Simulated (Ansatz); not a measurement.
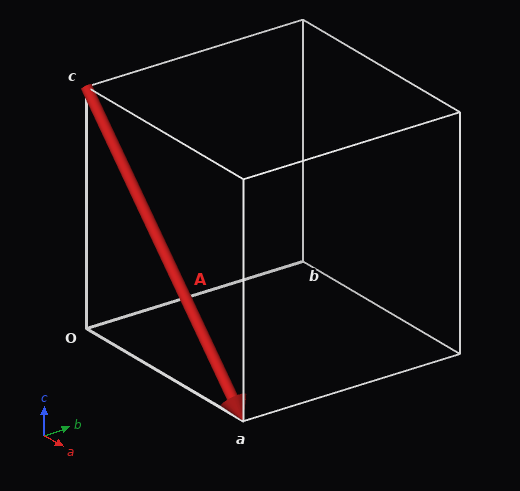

The arrow starts at a corner of the unit cell and ends on its surface; where a tip isn't a corner, dashed lines run from it parallel to the axes. Crystal: SiC, the end point of a relaxation with DFT PBEsol, scalar-relativistic, plane waves, PAW in Ansatz. Symmetry computed with spglib at a tolerance of 0.002 Å; standard conventional cell.

a = 4.357 Å, b = 4.357 Å, c = 4.357 Å, α = 90.00°, β = 90.00°, γ = 90.00°.

### Index the direction.

Arrow A runs from (0, 0, 1) to (1, 0, 0), so [1 0 −1].

### How long is the vector ua + vb + wc?

6.162 Å.
